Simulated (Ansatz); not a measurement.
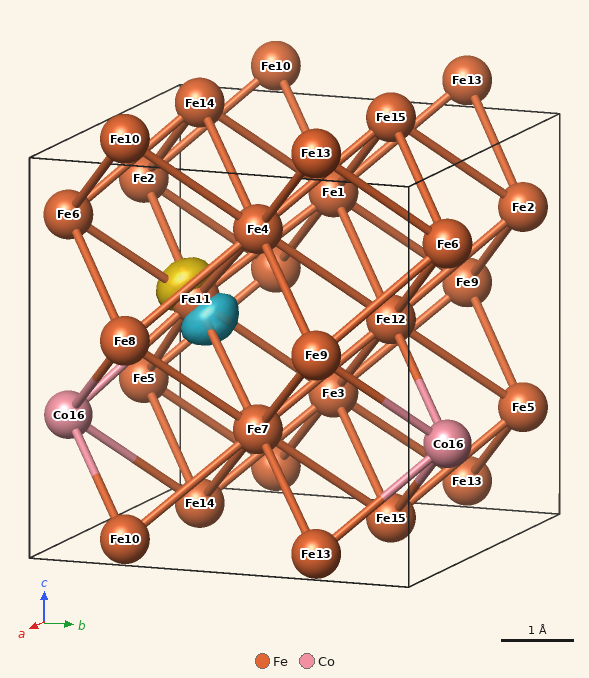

Fe₁₅Co: one atom of the 16-atom cell (and its periodic copies) was moved a little. Density after less density before, yellow at +2 and cyan at −2 e/Å³, seen slightly off an axis; cell a = 5.73 Å, b = 5.73 Å, c = 5.73 Å, α = 90.00°, β = 90.00°, γ = 90.00°. The lobes lie largely inside the PAW sphere, where the density is a smoothed one.

Space group Pm-3m; spin-polarised. Net moment 42.0 μB in the 16-atom cell of the calculation; other magnetic orders weren't tried. r2SCAN tends to overestimate the moments of metals. The cell comes from a database of computed structures, not from a measurement.

All numbers below come from Ansatz, DFT r2SCAN, scalar-relativistic, plane waves, PAW.

Which atom moved, and which way?

Fe11 moved towards the yellow lobe, up and to the left in the picture. In the run the shift was 0.10 Å roughly along [0 −1 1] in the axes of the cell drawn.

What restoring force does the calculation give for this move?

The force on it changes by 1.07 eV/Å along the move, against it: a stiffness of about 11 eV/Å² for this sublattice shift.
